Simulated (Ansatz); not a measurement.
## Run report: Mo, single-point calculation

The run: single-point calculation of Mo (Im-3m, 8 atoms in the cell). Method and program: DFT PBEsol, scalar-relativistic, plane waves, PAW, no spin polarisation (Ansatz 0.2.0).

The structure derives from an entry of the Crystallography Open Database. It belongs to a series of runs on one base structure; here: the relaxed cell repeated 8 times. Figures and captions count atoms from 1; the log counts them from 0 in places.

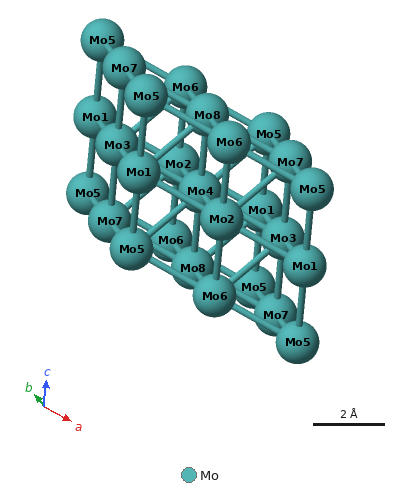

**Figure 1.** The structure as given in the input (ball-and-stick view of the cell of the calculation, seen slightly off an axis; atoms are numbered from 1 in the order of the input). An atom can appear more than once, as a periodic image. Near neighbours in the periodic cell (some may lie outside the picture): Mo has 8 Mo at 2.71 Å.

## Key numbers

- outcome: converged
- space group (tolerance 0.01 Å): Im-3m (229)
- electrons treated: 112
- free energy: −39179.7820 eV
- Fermi energy: 21.496 eV
- gap on the k-point mesh: none (metallic)
- pressure: 0.17 GPa
- largest force (length of the vector): under 0.001 eV/Å
- hardware: 2 threads of Arm Neoverse V1, 24 GiB of memory available, shared host
- wall time: 30 s (CPU time 60 s)
- peak memory: 0.8 GiB

## Input file
```yaml
crystal:
  lattice:
    - [3.1293068543, -3.1293068543, 3.1293068543]
    - [-3.1293068543, 3.1293068543, 3.1293068543]
    - [-3.1293068543, -3.1293068543, -3.1293068543]
  atoms:
    - { symbol: Mo, position: [0.0, 0.0, 0.5] }
    - { symbol: Mo, position: [0.5, 0.0, 0.5] }
    - { symbol: Mo, position: [0.0, 0.5, 0.5] }
    - { symbol: Mo, position: [0.5, 0.5, 0.5] }
    - { symbol: Mo, position: [0.0, 0.0, 0.0] }
    - { symbol: Mo, position: [0.5, 0.0, 0.0] }
    - { symbol: Mo, position: [0.0, 0.5, 0.0] }
    - { symbol: Mo, position: [0.5, 0.5, 0.0] }
basis:
  ecutwfc: 420
kpoints:
  mp_grid: { grid: [14, 14, 14] }
hamiltonian:
  xc: pbesol
scf:
  occupations: { method: gaussian, width: 0.15 }
output:
  forces: true
  stress: true
  eigenvalues: true
  write_density: true
  write_potential: true
  elf: true
  volumetric_format: npy
```

Launched with:
```bash
ansatz run input.yaml --threads 2 --pin off --max-ram 5120MiB --backend cpu --events-out ev --progress --plain --runs-dir out
```

## Log
```
Engine: ansatz 0.2.0, aarch64-unknown-linux-gnu
Pseudopotentials: kind: paw
Pseudopotential: Mo, paw, valence charge 14, recommended cutoff 420 eV (normal), Mo.paw.azcp
Functional definition: PBEsol
  exchange = pbesol_x
  correlation = pbesol_c
Crystal: 8 atoms, lattice volume = 122.576 Å³
Basis set: ecut = 420 eV, 2347 PW (Γ), exchange–correlation on 80×80×80 points (8 copies of the dense FFT grid, shifted against one another)
Bands: 68, of which v1, the nominal top of the filled ones, is band 56 counted from 1 (55 counted from 0)
Symmetry: 384 space group operations
Space group: Im-3m (ITA 229), of the structure as read, at distance tolerance 5.0e-5 Å
k-points: 104 of 2744
Non-local potential: Mo, projectors of the file, l = 0: 3, l = 1: 2, l = 2: 2, l = 3: 1
PAW form: soft (Blöchl's): semilocal exchange-correlation on the pseudo side does not see the compensation charge
PAW frozen core: Mo, regenerated for the run's functional, and the local potential with it (the file was generated under x = pbe(κ = 0.804, μ = 0.2195149727645171), c = pbe(β = 0.06672455060314922))
PAW one-centre angular grid: Mo, 590 points (default); XC on 64 Gauss nodes
Initial density: superposition of atomic densities (neutral atoms: chi_scale 0, normalization atom), corrected by the library's trained network
Initial wavefunctions: pseudopotential atomic-orbital guess
Functional: x = pbesol(κ = 0.804, μ = 0.12345679012345678), c = pbesol(β = 0.046)
SCF iter   1: F=—  HF=-39179.792093 eV  |F-HF|=—  |Δ(HF+E_count)|=         —  Δρ=6.36e-3  dr2=3.34e-2  ethr=1.77e-3  ⟨swp⟩=4.2  Hψ=22827  notcnv=0
preconditioner: auto → Kerker (q_TF=auto, 2.688 Å⁻¹)  [metal: Δε(μ)=0.003 eV  Ē_g=4.418 eV  σ=0.150 eV  W_gap=0.01  n_scr=42 (ndim 8)  ℏωp=23.2 eV  f_vac=0.000  D(μ)=5.31/eV (n_scr^D=42)]
SCF iter   2: F=—  HF=-39179.785162 eV  |F-HF|=—  |Δ(HF+E_count)|=   6.93e-3  Δρ=3.43e-3  dr2=9.18e-3  ethr=2.98e-5  ⟨swp⟩=2.5  Hψ=12432  notcnv=0
SCF iter   3: F=—  HF=-39179.782078 eV  |F-HF|=—  |Δ(HF+E_count)|=   3.08e-3  Δρ=3.43e-4  dr2=8.36e-5  ethr=8.20e-6  ⟨swp⟩=2.0  Hψ=9166  notcnv=0
SCF iter   4: F=—  HF=-39179.782043 eV  |F-HF|=—  |Δ(HF+E_count)|=   3.47e-5  Δρ=5.81e-5  dr2=2.06e-6  ethr=7.47e-8  ⟨swp⟩=2.7  Hψ=11297  notcnv=0
iter 5 did not close the SCF: its close was put off for the readings that it lacked (scf_convergence_deferred on its scf_iter line)
SCF iter   5: F=-39179.782043 eV  HF=-39179.782043 eV  |F-HF|=8.08e-10  |Δ(HF+E_count)|=   3.79e-8  Δρ=7.56e-6  dr2=1.95e-8  ethr=1.84e-9  ⟨swp⟩=1.0  Hψ=6822  notcnv=0
SCF iter   6: F=-39179.782043 eV  HF=-39179.782043 eV  |F-HF|=4.37e-11  |Δ(HF+E_count)|=   6.48e-9  Δρ=1.18e-6  dr2=4.01e-10  ethr=1.74e-11  ⟨swp⟩=7.5  Hψ=38015  notcnv=0
SCF 1 converged in 6 iterations: F = -39179.782043 eV  dr2 = 4.01e-10
  greatest PAW one-centre occupation: 0.999 electrons in one spin orbital (limit 2), on the Mo atom at site 7 (counted from 0), in its partial waves of l = 0
```

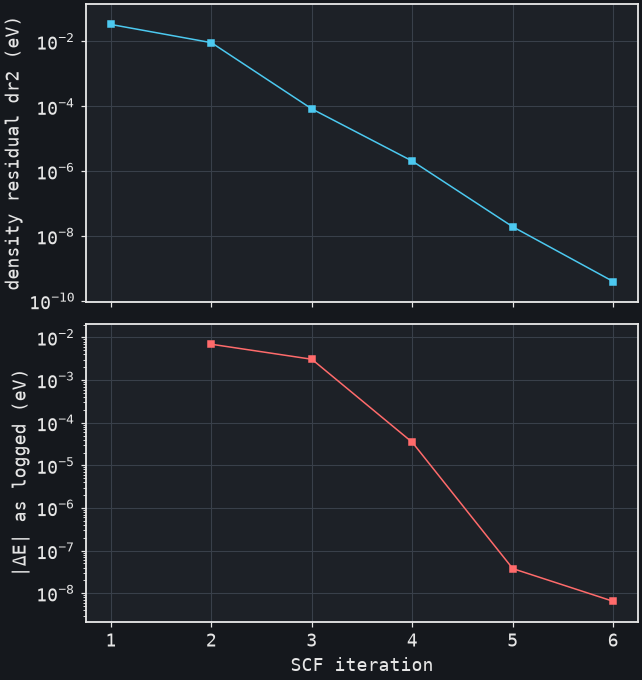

**Figure 2.** Convergence of the self-consistent field: density residual dr2 and size of the energy change against the SCF iteration. The residual falls at every step.

```
SCF converged after 6 iterations
Free energy (F): -39179.782043 eV
Harris-Foulkes:  -39179.782043 eV  (|F-HF|=4.37e-11)
Internal energy: -39179.720917 eV  (E = F + TS)
E sigma→0 (E₀):  -39179.751480 eV
Entropy (-TS):   -0.061127 eV (-7.641 meV/atom)
Fermi energy:    21.496280 eV
--- Per-component energies (eV) ---
  E_band       = -397.570870
  E_kinetic    = 3533.017598
  E_local      = -6164.436616  (includes V_loc(G=0)·N_el)
  E_nonlocal   = 1156.394708
  E_hartree    = 2035.020571
  E_xc         = -1461.777475
  E_vxc        = -1831.148552  (∫ρ·V_xc dr)
  E_paw        = -25150.675540  (= ΣΔE_a)
  E_vpaw       = -1161.439529  (= ΣTr[D̂ρ^β])
  E_aug_tail   = 0.000329  (compensation charges beyond the density's cutoff)
  E_ewald      = -13128.938886
  E_core_change = 1.674395  (= ΣΔE_core)
  E_smearing   = -0.061127  (= −TS)
  E_closure    = -0.000000  (closes the sum)
  Σ components = -39179.782043   (vs F -39179.782043, Δ=0.00e0)
--- Forces (eV/Å), atoms counted from 1 ---
  atom   1  Mo    -0.00000000    -0.00000000     0.00000000
  atom   2  Mo    -0.00000000     0.00000000     0.00000000
  atom   3  Mo    -0.00000000    -0.00000000     0.00000000
  atom   4  Mo    -0.00000000     0.00000000    -0.00000000
  atom   5  Mo    -0.00000000    -0.00000000     0.00000000
  atom   6  Mo    -0.00000000     0.00000000    -0.00000000
  atom   7  Mo    -0.00000000    -0.00000000    -0.00000000
  atom   8  Mo    -0.00000000     0.00000000    -0.00000000
  max |Σ_I F_I| component: 1.02e-28 eV/Å
--- Stress (GPa, compression-positive) ---
        0.169126       0.000000      -0.000000
       -0.000000       0.169126       0.000000
        0.000000       0.000000       0.169126
  P = ⅓ Tr σ = 0.1691 GPa (1.691 kbar)
--- Band table (eV; the first three rows and the last of 104) ---
  k-point 0: bands = ["-39.7377", "-39.4489", "-39.4489", "-39.4489", "-39.4489", "-39.4489", "-39.4489", "-39.2472", "-14.4714", "-14.4714", "-14.4714", "-14.4714", "-14.4714", "-14.4714", "-14.0004", "-14.0004", "-14.0004", "-13.4453", "-13.4453", "-13.4453", "-13.4453", "-13.4453", "-13.4453", "-12.9830", "-12.9830", "-12.9830", "-12.9830", "-12.9830", "-12.9830", "-12.9694", "-12.9694", "-12.9694", "14.1279", "15.8464", "15.8464", "15.9991", "15.9991", "15.9991", "15.9991", "15.9991", "15.9991", "17.9594", "17.9594", "17.9594", "17.9594", "17.9594", "17.9594", "20.0590", "20.0590", "20.0590", "23.1426", "23.1426", "23.1426", "23.1426", "23.1426", "23.1426", "23.1451", "23.1451", "23.1922", "23.1922", "23.1922", "23.1922", "23.1922", "23.1922", "23.8368", "23.8368", "23.8368", "23.8368"]
  k-point 1: bands = ["-39.7341", "-39.4526", "-39.4489", "-39.4489", "-39.4489", "-39.4489", "-39.4464", "-39.2498", "-14.4657", "-14.4611", "-14.4611", "-14.4611", "-14.4611", "-14.4538", "-14.0065", "-13.9938", "-13.9884", "-13.4526", "-13.4494", "-13.4494", "-13.4494", "-13.4494", "-13.4396", "-12.9966", "-12.9910", "-12.9910", "-12.9910", "-12.9910", "-12.9897", "-12.9828", "-12.9756", "-12.9696", "14.1864", "15.8822", "15.8931", "16.0221", "16.0450", "16.0452", "16.0452", "16.0452", "16.0452", "17.9783", "17.9783", "17.9783", "17.9783", "17.9807", "18.0180", "20.0255", "20.0542", "20.1138", "22.5344", "22.8000", "22.8000", "22.8000", "22.8000", "22.8659", "23.0854", "23.0929", "23.1457", "23.1943", "23.1943", "23.1943", "23.1943", "23.2985", "23.8175", "24.0203", "24.0203", "24.0203"]
  k-point 2: bands = ["-39.7237", "-39.4635", "-39.4489", "-39.4489", "-39.4489", "-39.4489", "-39.4390", "-39.2573", "-14.4490", "-14.4310", "-14.4310", "-14.4310", "-14.4310", "-14.4018", "-14.0246", "-13.9741", "-13.9528", "-13.4741", "-13.4623", "-13.4623", "-13.4623", "-13.4623", "-13.4226", "-13.0493", "-13.0365", "-13.0130", "-13.0130", "-13.0130", "-13.0130", "-12.9939", "-12.9823", "-12.9701", "14.3583", "15.9872", "16.0327", "16.0873", "16.1774", "16.1807", "16.1807", "16.1807", "16.1807", "18.0323", "18.0323", "18.0323", "18.0323", "18.0441", "18.1928", "19.9281", "20.0361", "20.2774", "21.6982", "22.2064", "22.2064", "22.2064", "22.2064", "22.3958", "22.7970", "22.9548", "23.1472", "23.1472", "23.1472", "23.1472", "23.1487", "23.2954", "23.7629", "24.2043", "24.2043", "24.2043"]
  k-point 103: bands = ["-39.4732", "-39.4732", "-39.4732", "-39.4732", "-39.4732", "-39.4732", "-39.4259", "-39.4259", "-13.7772", "-13.7772", "-13.7772", "-13.7772", "-13.7772", "-13.7772", "-13.7331", "-13.7331", "-13.7331", "-13.7331", "-13.7331", "-13.7331", "-13.4767", "-13.4767", "-13.4767", "-13.4767", "-13.4767", "-13.4767", "-13.4767", "-13.4767", "-13.4767", "-13.4767", "-13.4767", "-13.4767", "17.6586", "17.6586", "17.6586", "17.6586", "17.6586", "17.6586", "18.6764", "18.6764", "18.6764", "18.6764", "18.6764", "18.6764", "18.7894", "18.7894", "18.7894", "18.7894", "18.7894", "18.7894", "20.8255", "20.8255", "20.8255", "20.8255", "20.8255", "20.8255", "20.8255", "20.8255", "20.8255", "20.8255", "20.8255", "20.8255", "22.3591", "22.3591", "22.3591", "22.3591", "22.3591", "22.3591"]
```

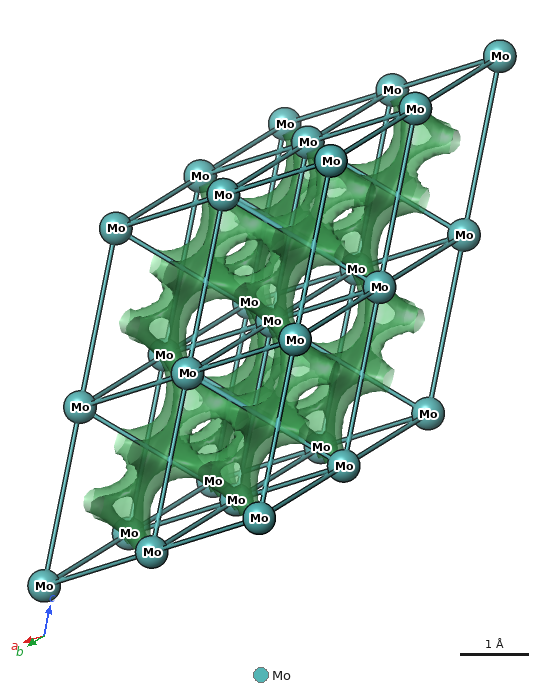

**Figure 3.** Isosurface of the ELF at 0.4 (green), seen at an oblique angle. Core shells and regions of very low density are left out. Sticks mark near contacts. The outline is the calculation cell. Profiles from the grid: Mo–Mo (2.71 Å): the ELF is about 0.30 at the midpoint; no shared electron pair. The fields are those of the smooth PAW valence density.

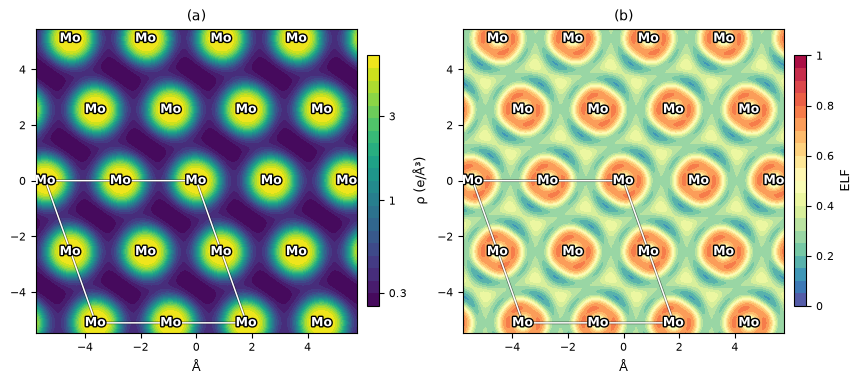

**Figure 4.** (a) valence electron density; (b) electron localisation function on the (001) plane of the calculation cell. Atoms in the plane: Mo. Mo–Mo (2.71 Å): ρ at the midpoint is about 0.39 e/Å³; the ELF is about 0.30 at the midpoint; no shared electron pair. Away from the nuclei the density in this plane falls to 0.25 e/Å³ at its lowest. The strong features right at Mo lie inside the PAW spheres (semicore, d or f shells) and say nothing about bonding.
